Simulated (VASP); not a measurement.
# KHgClF2 with PBE: from relaxation to properties, part 3 of 5

Wanted: the relaxed cell of KHgClF2 and its properties. The cell is invented: it takes the structure of COD entry 1527535, KHgF3 (space group 65 there), with some of its atoms replaced by other elements, volume scaled by an estimate. It may not be a known or stable phase.

VASP 6.6.1; PBE; plane waves and PAW (Hg, K_sv, Cl, F); invented cell.

So far, gap on the k-mesh (eV): step 2 (rough relaxation of the start cell) 0.242; step 3 (full relaxation (PBE)) 0.316; step 4 (second relaxation) 0.316. The relaxed cell has a, b, c = 6.539, 6.547, 5.312 Å (conventional setting).

## 5. Single point with fields (PBE)

The relaxed cell gets a fresh self-consistent run, on a basis set for its own volume, to fix the density and to check the remaining stress.

INCAR

```
SYSTEM = KHgClF2
PREC = Accurate
ENCUT = 520
EDIFF = 1E-06
NELM = 100
ISMEAR = 0
SIGMA = 0.05
LREAL = .FALSE.
ALGO = Normal
GGA = PE
NBANDS = 27
LORBIT = 11
LWAVE = .FALSE.
LCHARG = .TRUE.
ISIF = 2
LELF = .TRUE.
LVHAR = .TRUE.
```

POSCAR

```
KHgClF2
1.0
    3.2693219246     -3.2736209496      0.0000000000
    3.2693219246      3.2736209496      0.0000000000
    0.0000000000      0.0000000000      5.3116904502
Hg K Cl F
1 1 1 2
Direct
    0.5000000000      0.5000000000      0.0000000000
    0.0000000000      0.0000000000      0.5000000000
    0.5000000000      0.5000000000      0.5000000000
    0.5000000000      0.0000000000      0.0000000000
    0.0000000000      0.5000000000      0.0000000000
```

KPOINTS

```
Automatic mesh
0
Gamma
4 4 4
0 0 0
```

Potentials, in the order of the species: Hg, K_sv, Cl and F (PBE family, release 64).

Run with:

```sh
mpirun -np 2 vasp_std
```

The log of the run:

```text
[banner, memory and clock lines left out]
running    2 mpi-ranks, on    1 nodes
 distrk:  each k-point on    2 cores,    1 groups
 distr:  one band on    1 cores,    2 groups

 POSCAR found type information on POSCAR HgK ClF
 POSCAR found :  4 types and       5 ions
 LDA part: xc-table for (Slater+PW92), standard interpolation
|                                                                             |
|           W    W    AA    RRRRR   N    N  II  N    N   GGGG   !!!           |
|           W    W   A  A   R    R  NN   N  II  NN   N  G    G  !!!           |
|           W    W  A    A  R    R  N N  N  II  N N  N  G       !!!           |
|           W WW W  AAAAAA  RRRRR   N  N N  II  N  N N  G  GGG   !            |
|           WW  WW  A    A  R   R   N   NN  II  N   NN  G    G                |
|           W    W  A    A  R    R  N    N  II  N    N   GGGG   !!!           |
|                                                                             |
|     The number of bands has been changed from the values supplied in        |
|     The orbitals not found in the WAVECAR file will be initialized with     |
|     random numbers, which is usually adequate. For correlated               |
|     calculations, however, you should redo the groundstate calculation.     |
|     I found NBANDS = 27. Now, NBANDS = 28.                                  |
|                                                                             |

 POSCAR, INCAR and KPOINTS ok, starting setup
 FFT: planning ... GRIDC
 FFT: planning ... GRID_SOFT
 FFT: planning ... GRID
 WAVECAR not read
 entering main loop
       N       E                     dE             d eps       ncg     rms          rms(c)
DAV:   1     0.348753053688E+03    0.34875E+03   -0.21296E+04  1176   0.138E+03
DAV:   2     0.714375441808E+01   -0.34161E+03   -0.33264E+03  1428   0.362E+02
DAV:   3    -0.164380388410E+02   -0.23582E+02   -0.23479E+02  1572   0.956E+01
DAV:   4    -0.173834894623E+02   -0.94545E+00   -0.94374E+00  1908   0.120E+01
DAV:   5    -0.173940372769E+02   -0.10548E-01   -0.10547E-01  1508   0.111E+00    0.119E+01
DAV:   6    -0.149854121766E+02    0.24086E+01   -0.92863E+00  1524   0.280E+01    0.914E+00
DAV:   7    -0.149192102612E+02    0.66202E-01   -0.94695E-01  1316   0.665E+00    0.616E+00
DAV:   8    -0.148748636113E+02    0.44347E-01   -0.22348E-01  1432   0.345E+00    0.634E-01
DAV:   9    -0.148704346484E+02    0.44290E-02   -0.45596E-02  1496   0.155E+00    0.262E-01
DAV:  10    -0.148708067945E+02   -0.37215E-03   -0.48067E-03  1404   0.534E-01    0.152E-01
DAV:  11    -0.148709874940E+02   -0.18070E-03   -0.32353E-04  1492   0.131E-01    0.729E-02
DAV:  12    -0.148711748255E+02   -0.18733E-03   -0.21633E-04  1344   0.107E-01    0.273E-02
DAV:  13    -0.148711768605E+02   -0.20350E-05   -0.18489E-05  1636   0.354E-02    0.110E-02
DAV:  14    -0.148711768215E+02    0.38953E-07   -0.22750E-06  1324   0.898E-03
   1 F= -.14871177E+02 E0= -.14871177E+02  d E =-.564664E-07
```

Run time: 22 s. Hardware: 2 MPI ranks of AMD EPYC 9R45, shared host; peak memory 0.35 GiB; 42 s of CPU time.

OUTCAR, selected parts (step 5):

```text
   k-points           NKPTS =     21   k-points in BZ     NKDIM =     21   number of bands    NBANDS=     28

   NELECT =      42.0000    total number of electrons

 E-fermi :  -0.7425

 k-point     1 :       0.0000    0.0000    0.0000
  band No.  band energies     occupation
    ...
     17      -2.7947      2.00000
     18      -2.7905      2.00000
     19      -2.6375      2.00000
     20      -2.6370      2.00000
     21      -2.6083      2.00000
     22      -0.5869      0.00001
     23       4.5753      0.00000
     24       5.4878      0.00000
     25       6.9926      0.00000
     26       7.4390      0.00000
    ...

  Total        0.0039779     -0.0216741     -0.0002383      0.0000000      0.0000000      0.0000000
  in kB        0.0560546     -0.3054238     -0.0033579      0.0000000      0.0000000      0.0000000
  external PRESSURE =      -0.0842424 kB  Pullay stress =       0.0000000 kB

 POSITION                                       TOTAL-FORCE (eV/Angst)
 -----------------------------------------------------------------------------------
      3.26932      0.00000      0.00000        -0.000000      0.000000      0.000000
      0.00000      0.00000      2.65585         0.000000      0.000000      0.000000
      3.26932      0.00000      2.65585        -0.000000     -0.000000      0.000000
      1.63466     -1.63681      0.00000         0.000000     -0.000000      0.000000
      1.63466      1.63681      0.00000         0.000000      0.000000      0.000000
 -----------------------------------------------------------------------------------
    total drift:                                0.000000      0.000000     -0.000000

  FREE ENERGIE OF THE ION-ELECTRON SYSTEM (eV)
  ---------------------------------------------------
  free  energy   TOTEN  =       -14.8711768215 eV

  energy  without entropy=      -14.8711767651  energy(sigma->0) =      -14.87117679

[... 8 parts as in an earlier step ...]

[... 8 further parts left out ...]
```

Numbers from this step:

```
SCF cycles : 14
bands      : 28
pressure   : -0.008424 GPa
```

Valence electrons inside each PAW sphere by angular momentum. Sphere charges, by row:

| atom | s (e) | p (e) | d (e) | tot (e) |
| --- | --- | --- | --- | --- |
| Hg1 | 0.459 | 0.253 | 9.534 | 10.25 |
| K2 | 1.95 | 5.575 | 0.012 | 7.538 |
| Cl3 | 1.598 | 3.525 | 0 | 5.122 |
| F4 | 1.739 | 4.291 | 0 | 6.03 |
| F5 | 1.739 | 4.291 | 0 | 6.03 |

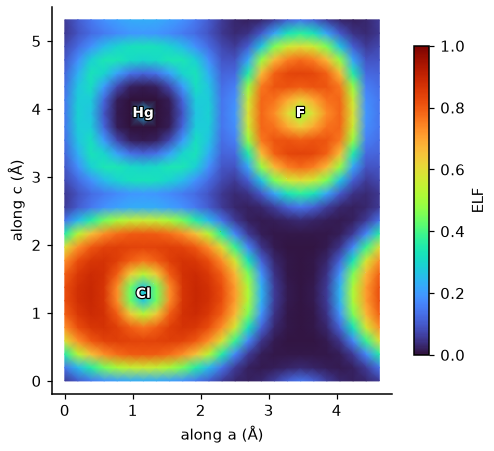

ELF in the ac plane of the cell as run, not the conventional one, at fractional y = 0.500, with atoms of Hg and Cl and F within 0.2 Å of it. It is the smooth field of the valence electrons, not physical close to the nuclei. The map starts off the cell's origin, so that atoms lie inside it.

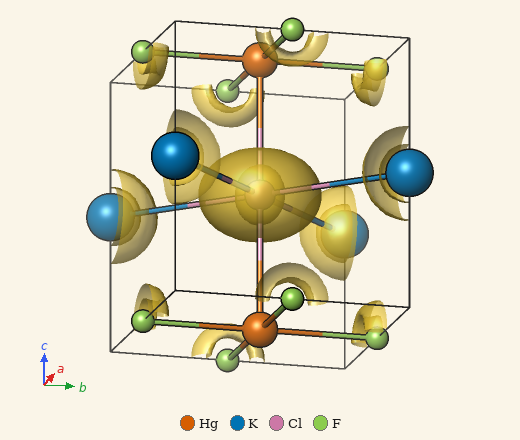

Surface of ELF = 0.81. Drawn on the cell as run, not the conventional one.

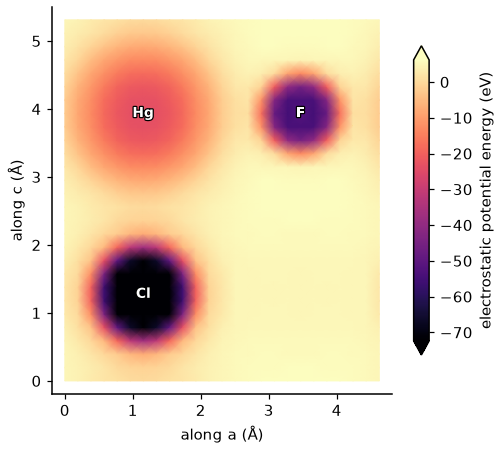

Electrostatic potential energy in the ac plane of the cell as run, not the conventional one, at fractional y = 0.500, with atoms of Hg and Cl and F within 0.2 Å of it. With pseudopotentials it is smooth inside the atoms' cores, unlike the true potential. The map starts off the cell's origin, so that atoms lie inside it.

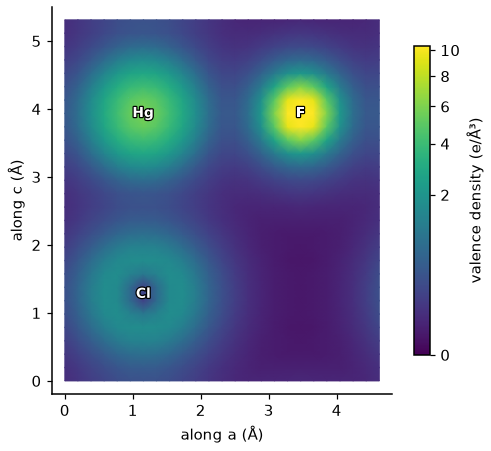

Valence density in the ac plane of the cell as run, not the conventional one, at fractional y = 0.500, with atoms of Hg and Cl and F within 0.2 Å of it. It is the smooth field of the valence electrons, not physical close to the nuclei. The map starts off the cell's origin, so that atoms lie inside it. The colour scale is stretched toward low values.

In this run the pressure is -0.01 GPa, small enough to go on.

## 6. Band structure (PBE)

The mesh alone shows little of the dispersion and can miss band extrema, so KPOINTS_OPT adds a path through the symmetry points after the self-consistent cycle.

INCAR

```
SYSTEM = KHgClF2
PREC = Accurate
ENCUT = 520
EDIFF = 1E-06
NELM = 100
ISMEAR = 0
SIGMA = 0.05
LREAL = .FALSE.
ALGO = Normal
GGA = PE
NBANDS = 36
LORBIT = 11
LWAVE = .FALSE.
LCHARG = .FALSE.
KPAR = 2
```

POSCAR is that of step 5.

KPOINTS is that of step 5.

KPOINTS_OPT

```
Line mode
16
Line-mode
Reciprocal
  0.00000000   0.00000000   0.00000000 GAMMA
  0.49934381   0.49934381   0.00000000 X

  0.49934381   0.49934381   0.00000000 X
  0.00000000   0.50000000   0.00000000 S

  0.00000000   0.50000000   0.00000000 S
  0.00000000   0.50000000   0.50000000 R

  0.00000000   0.50000000   0.50000000 R
  0.49934381   0.49934381   0.50000000 A

  0.49934381   0.49934381   0.50000000 A
  0.00000000   0.00000000   0.50000000 Z

  0.00000000   0.00000000   0.50000000 Z
  0.00000000   0.00000000   0.00000000 GAMMA

  0.00000000   0.00000000   0.00000000 GAMMA
 -0.50000000   0.50000000   0.00000000 Y

 -0.50000000   0.50000000   0.00000000 Y
 -0.49934381   0.50065619   0.00000000 X1

 -0.49934381   0.50065619   0.00000000 X1
 -0.49934381   0.50065619   0.50000000 A1

 -0.49934381   0.50065619   0.50000000 A1
 -0.50000000   0.50000000   0.50000000 T

 -0.50000000   0.50000000   0.50000000 T
 -0.50000000   0.50000000   0.00000000 Y

  0.00000000   0.00000000   0.50000000 Z
 -0.50000000   0.50000000   0.50000000 T
```

Run with:

```sh
mpirun -np 2 vasp_std
```

The log of the run:

```text
[... set-up lines as in an earlier step ...]
 entering main loop
       N       E                     dE             d eps       ncg     rms          rms(c)
DAV:   1     0.332347044897E+03    0.33235E+03   -0.20436E+04  1512   0.108E+03
DAV:   2     0.491682955222E+01   -0.32743E+03   -0.31016E+03  1776   0.301E+02
DAV:   3    -0.166239902987E+02   -0.21541E+02   -0.21389E+02  2052   0.754E+01
DAV:   4    -0.173863510842E+02   -0.76236E+00   -0.76048E+00  2300   0.864E+00
DAV:   5    -0.173940086586E+02   -0.76576E-02   -0.76573E-02  1908   0.723E-01    0.119E+01
DAV:   6    -0.149906953857E+02    0.24033E+01   -0.72617E+00  1876   0.218E+01    0.917E+00
DAV:   7    -0.149204632734E+02    0.70232E-01   -0.88005E-01  1652   0.518E+00    0.612E+00
DAV:   8    -0.148719098866E+02    0.48553E-01   -0.17875E-01  1720   0.262E+00    0.545E-01
DAV:   9    -0.148705555562E+02    0.13543E-02   -0.26781E-02  1960   0.975E-01    0.291E-01
DAV:  10    -0.148707558176E+02   -0.20026E-03   -0.22555E-03  1736   0.272E-01    0.159E-01
DAV:  11    -0.148710293008E+02   -0.27348E-03   -0.24663E-04  1664   0.953E-02    0.672E-02
DAV:  12    -0.148711760068E+02   -0.14671E-03   -0.15173E-04  1628   0.790E-02    0.262E-02
DAV:  13    -0.148711765928E+02   -0.58602E-06   -0.96346E-06  1992   0.166E-02
   1 F= -.14871177E+02 E0= -.14871177E+02  d E =-.560271E-07
 Start KPOINTS_OPT (optional k-point list driver)
k-point batch [1-21\192]
       N       E                     dE             ncg
DAV:   1    -0.586323371019E+03   -0.17999E+05     1512
DAV:   2    -0.726336200460E+04   -0.66770E+04     1784
DAV:   3    -0.769948167969E+04   -0.43612E+03     2028
DAV:   4    -0.771489856836E+04   -0.15417E+02     2336
DAV:   5    -0.771503976586E+04   -0.14120E+00     1928
DAV:   6    -0.771504183048E+04   -0.20646E-02     2012
DAV:   7    -0.771504185812E+04   -0.27643E-04     2008
DAV:   8    -0.771504185867E+04   -0.54612E-06     1572
[...]
k-point batch [190-192\192]
       N       E                     dE             ncg
DAV:   1     0.185544101283E+05   -0.39345E+04      216
DAV:   2     0.175501203611E+05   -0.10043E+04      268
DAV:   3     0.174823679480E+05   -0.67752E+02      324
DAV:   4     0.174810870558E+05   -0.12809E+01      244
DAV:   5     0.174810541898E+05   -0.32866E-01      296
DAV:   6     0.174810534540E+05   -0.73587E-03      276
DAV:   7     0.174810534494E+05   -0.46105E-05      296
DAV:   8     0.174810534493E+05   -0.47829E-07      156
```

Elapsed: 2.2 min, on 2 MPI ranks; peak memory 0.57 GiB.

Parts of OUTCAR (step 6):

```text
   k-points           NKPTS =     21   k-points in BZ     NKDIM =     21   number of bands    NBANDS=     36

   NELECT =      42.0000    total number of electrons

 E-fermi :  -0.7429

 k-point     1 :       0.0000    0.0000    0.0000
  band No.  band energies     occupation
    ...
     17      -2.7947      2.00000
     18      -2.7906      2.00000
     19      -2.6379      2.00000
     20      -2.6374      2.00000
     21      -2.6084      2.00000
     22      -0.5872      0.00001
     23       4.5751      0.00000
     24       5.4877      0.00000
     25       6.9929      0.00000
     26       7.4392      0.00000
    ...

  Total        0.0085610     -0.0171035      0.0066503     -0.0000000      0.0000000      0.0000000
  in kB        0.1206383     -0.2410166      0.0937137     -0.0000000      0.0000000      0.0000000
  external PRESSURE =      -0.0088882 kB  Pullay stress =       0.0000000 kB

 POSITION                                       TOTAL-FORCE (eV/Angst)
 -----------------------------------------------------------------------------------
      3.26932      0.00000      0.00000        -0.000000     -0.000000      0.000000
      0.00000      0.00000      2.65585        -0.000000     -0.000000      0.000000
      3.26932      0.00000      2.65585         0.000000     -0.000000      0.000000
      1.63466     -1.63681      0.00000         0.000000      0.000000      0.000000
      1.63466      1.63681      0.00000        -0.000000      0.000000      0.000000
 -----------------------------------------------------------------------------------
    total drift:                                0.000000      0.000000     -0.000000

  FREE ENERGIE OF THE ION-ELECTRON SYSTEM (eV)
  ---------------------------------------------------
  free  energy   TOTEN  =       -14.8711765928 eV

  energy  without entropy=      -14.8711765368  energy(sigma->0) =      -14.87117656

[... 7 parts as in an earlier step ...]

[... 9 further parts left out ...]
```

Within 0.02 Å the cell has space group P4/mmm; at a tight tolerance a small distortion makes it Cmmm. Spin-orbit coupling is off here; with elements this heavy it splits and shifts levels by tenths of an eV or more.

This step gave:

* SCF cycles: 13
* bands: 36
* Fermi energy: -0.7429 eV
* pressure: -8.89e-4 GPa
* least gap on mesh and path: 0.3160 eV
* least direct gap on mesh and path: 2.021 eV
* valence top at k: 0.4993, 0.4993, 0.5

The electronic bands at the labelled points (eV, zero at the valence-band top; v1 is the highest filled band, c1 the lowest empty one):

| point | v4 | v3 | v2 | v1 | c1 | c2 | c3 | c4 |
| --- | --- | --- | --- | --- | --- | --- | --- | --- |
| Γ | -1.89 | -1.73 | -1.73 | -1.71 | 0.32 | 5.48 | 6.39 | 7.90 |
| X | -1.72 | -1.72 | -1.56 | -0.02 | 4.06 | 7.23 | 7.77 | 7.77 |
| S | -1.85 | -1.81 | -1.70 | -1.62 | 2.81 | 6.24 | 7.70 | 8.54 |
| R | -1.69 | -1.63 | -1.53 | -0.02 | 4.47 | 6.25 | 7.16 | 8.01 |
| A | -1.48 | -1.48 | -0.02 | 0.00 | 5.54 | 5.92 | 5.93 | 7.11 |
| Z | -1.90 | -1.89 | -1.58 | -1.58 | 3.25 | 5.71 | 6.72 | 8.04 |
| Γ | -1.89 | -1.73 | -1.73 | -1.71 | 0.32 | 5.48 | 6.39 | 7.90 |
| Y | -1.72 | -1.72 | -1.56 | -0.02 | 4.06 | 7.23 | 7.77 | 7.77 |
| X1 | -1.72 | -1.72 | -1.56 | -0.02 | 4.06 | 7.23 | 7.77 | 7.77 |
| A1 | -1.48 | -1.48 | -0.02 | 0.00 | 5.54 | 5.92 | 5.93 | 7.11 |
| T | -1.48 | -1.48 | -0.02 | 0.00 | 5.54 | 5.92 | 5.93 | 7.11 |
| Y | -1.72 | -1.72 | -1.56 | -0.02 | 4.06 | 7.23 | 7.77 | 7.77 |
| jump to Z | -1.90 | -1.89 | -1.58 | -1.58 | 3.25 | 5.71 | 6.72 | 8.04 |
| T | -1.48 | -1.48 | -0.02 | 0.00 | 5.54 | 5.92 | 5.93 | 7.11 |

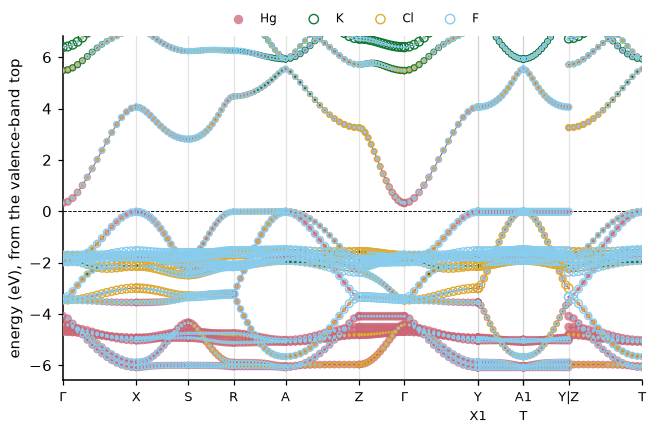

Electronic bands along the path; dots are coloured as in the legend, and their area grows with the weight.

The path finds the gap of the mesh within 0.02 eV, so the mesh comes close to both band edges.

(Part 3 of 5 ends here.)

[Lines on the potential files, build, host, timing and source positions are cut from VASP's logs without a mark.]

[Logs are printed without paths, hosts, clocks, repeated set-up lines and the standing remarks that a program may print on its own settings, such as how far it seeks lower states.]

[Hosts, paths, dates, database ids (printed as entryN), source tags and the programs' standing remarks are cut or masked in the printed files.]

[A measured line is paired with the nearest computed mode of its activity, which favours agreement.]
